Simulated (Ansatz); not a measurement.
## Electronic structure of B4HN4 (slab) in real space

```xyz
9
Lattice="5.0175 0.0000 0.0000 -2.5088 4.3453 0.0000 0.0000 0.0000 15.5000" Properties=species:S:1:pos:R:3 pbc="T T T"
B     0.0000    0.0000    3.9999
B    -1.2544    2.1727    3.9999
B     2.5088    0.0000    3.9999
B     1.2544    2.1727    3.9999
N     1.2544    0.7242    3.9999
N     0.0000    2.8969    3.9999
N     3.7631    0.7242    3.9999
N     2.5087    2.8969    3.9999
H    -0.4181    0.7242    6.9637
```

Spin-polarised.

These are results of DFT PBE+D3(BJ), scalar-relativistic, plane waves, PAW (Ansatz), not measurements.

In a PAW calculation such maps are meaningful between the atoms, not at the nuclei.

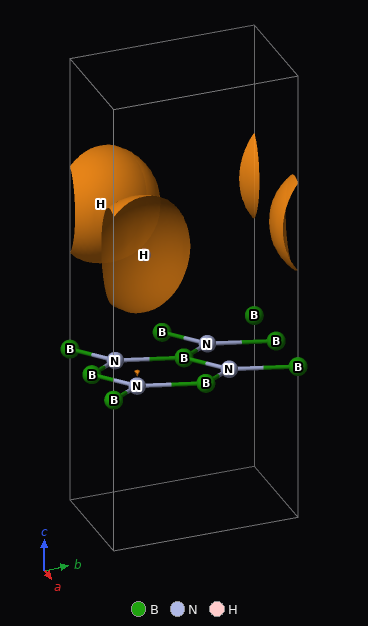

Figure 1. Isosurface of the magnetisation density (up minus down) at +0.02 e/Å³ (orange), seen slightly off an axis. Sticks mark near contacts.

Question: Where is the spin, and how is it ordered?

Answer: The spin density sits on H: +0.9 μB in one cell of 9 atoms: a single local moment. The cell of the calculation (9 atoms) carries 1.0 μB of net spin moment.

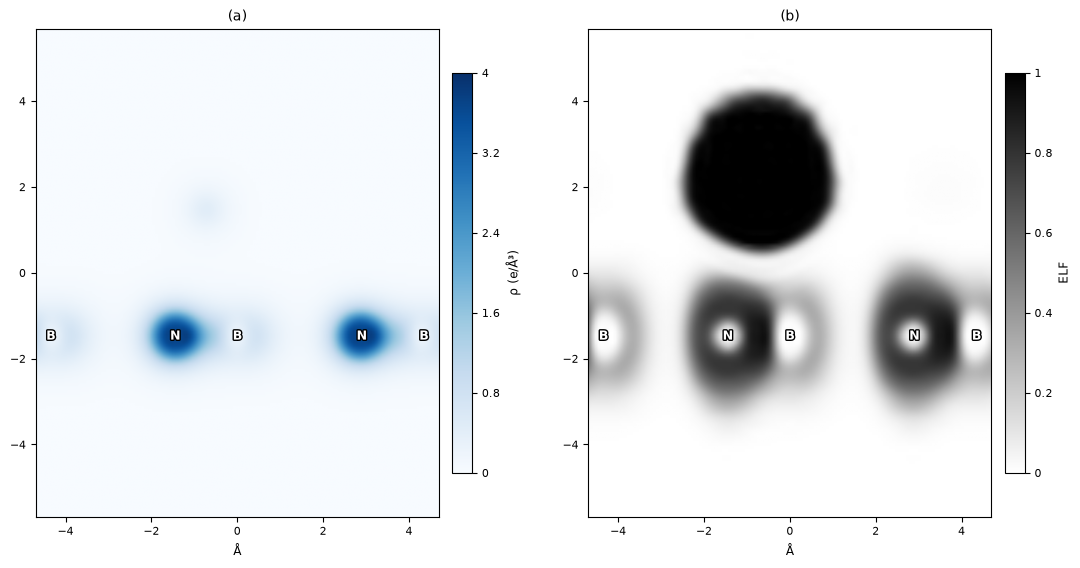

Figure 2. (a) valence pseudo-density; (b) ELF on the (110) plane of the calculation cell, a cut from vacuum to vacuum.

Question: Describe what can be read from this map.

Answer: The plane passes through B and N nuclei.
Atoms just off the plane (H, 0.4 Å away) can leave unmarked features too.
B–N (1.45 Å): the density is about 1.8 e/Å³ at the midpoint; the ELF peaks at about 0.95 between the atoms (a shared but strongly polarised pair).
The density dies away to nearly zero in the vacuum.
The ELF also peaks beside N, away from the bonds: non-bonding electrons, paired or unpaired.

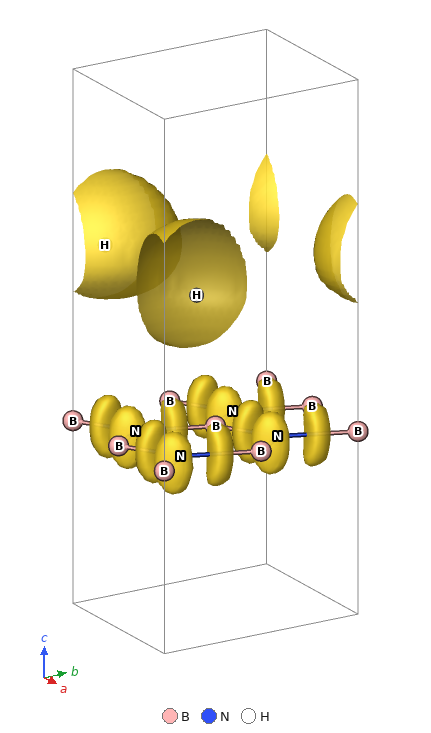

Figure 3. Isosurface of the ELF at 0.85 (yellow), seen slightly off an axis. Core shells and regions of very low density are left out. Sticks mark near contacts.

Question: What do the ELF domains correspond to?

Answer: At this value the surface marks out twelve regions between bonded B–N atoms (shared pairs) and one region around a hydrogen nucleus, counted in one cell of 9 atoms. Counts are for one cell; the picture repeats the cell along the surface.


 B–H (3.08 Å): the ELF climbs to about 1 towards the hydrogen, as it does in any bond to H.

Question: Metal or insulator at this level of theory?

Answer: It is gapped, with a Kohn–Sham gap of 3.8 eV on the k-point mesh (the band edges may lie off the mesh, which would make the gap smaller).
